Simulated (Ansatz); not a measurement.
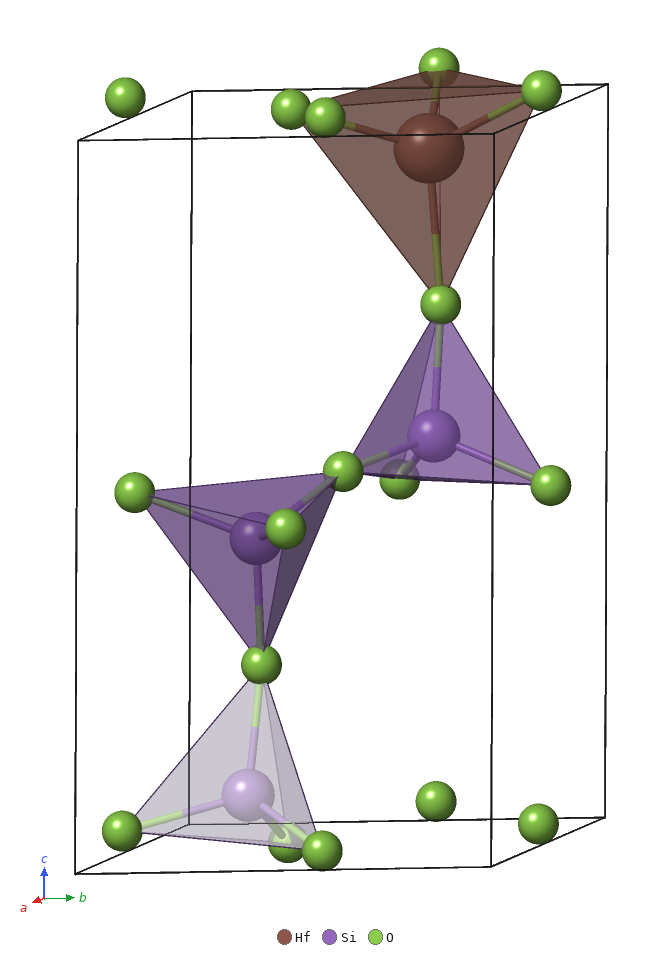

An orthographic polyhedral view of the structure, slightly off an axis. Atoms at the boundary of the simulation cell (the box) are drawn once for each face, edge or corner they touch. Some atoms of the next cells are drawn as well.

Here is the input:
```yaml
crystal:
  lattice:
    - [5.2955042679, 0.0008796918, 0.0001253862]
    - [-2.627743532, 4.6063207293, -0.0002896202]
    - [-0.1408707103, -0.137562292, 9.1036716069]
  atoms:
    - { symbol: Hf, position: [0.3212827899, 0.6575696959, 0.9375091758] }
    - { symbol: Si, position: [0.6794289509, 0.3441625012, 0.4325787156] }
    - { symbol: Si, position: [0.6508551071, 0.3195275988, 0.0807734883] }
    - { symbol: Si, position: [0.3492880922, 0.6797050413, 0.5468550284] }
    - { symbol: O, position: [0.6229509285, 0.0097751742, 0.0329716002] }
    - { symbol: O, position: [0.5299655511, 0.5116301285, 0.5120504043] }
    - { symbol: O, position: [0.0280947216, 0.5104997471, 0.4676245196] }
    - { symbol: O, position: [0.957798428, 0.5819897602, 0.0228482075] }
    - { symbol: O, position: [0.3152294386, 0.6860052958, 0.7236958963] }
    - { symbol: O, position: [0.6261158717, 0.343532872, 0.2568655083] }
    - { symbol: O, position: [0.5307898712, 0.0111122026, 0.4882495739] }
    - { symbol: O, position: [0.3882002489, 0.3444899822, 0.997977882] }
basis:
  ecutwfc: 420
kpoints:
  mp_grid: { grid: [6, 6, 4] }
  band_path:
    path:
      - [[0.0, 0.0, 0.0], [0.0, 0.0, -0.5]]
      - [[0.0, -0.5, 0.0], [0.0, 0.0, 0.0], [-0.5, 0.0, 0.0]]
      - [[-0.5, 0.5, 0.5], [0.0, 0.0, 0.0], [-0.5, 0.5, 0.0]]
      - [[-0.5, 0.0, 0.5], [0.0, 0.0, 0.0], [0.0, 0.5, -0.5]]
    npoints: 10
hamiltonian:
  xc: pbe
scf:
  occupations: { method: gaussian, width: 0.02 }
  n_extra_bands: 30
output:
  forces: true
  stress: true
  eigenvalues: true
  populations: true
  dos: { projected: true, de: 0.02, nscf_kmesh: { grid: [9, 9, 6] } }
  bader: false
  write_density: true
  write_potential: true
  elf: true
  volumetric_format: npy
```
Run as:
```sh
ansatz run input.yaml --threads 1 --pin off --max-ram 2560MiB --backend cpu --events-out ev --progress --plain --runs-dir out
```

Setup: DFT PBE, scalar-relativistic, plane waves, PAW in Ansatz 0.2.0; a kinetic-energy cutoff of 420 eV, a 6×6×4 k-point mesh, Gaussian smearing of 0.02 eV, no spin polarisation.

### Is the electronic structure metallic or gapped?

An insulator at this level, with a gap of 5.02 eV, direct.

### Under what pressure is the structure?

The computed pressure is 0.0 GPa, close to zero.

Provenance: a structure type filled with these elements by a generator (whether the compound takes this form wasn't checked). Earlier steps of the study may have refined or changed the cell and positions. It was run through Ansatz as a DFT input.
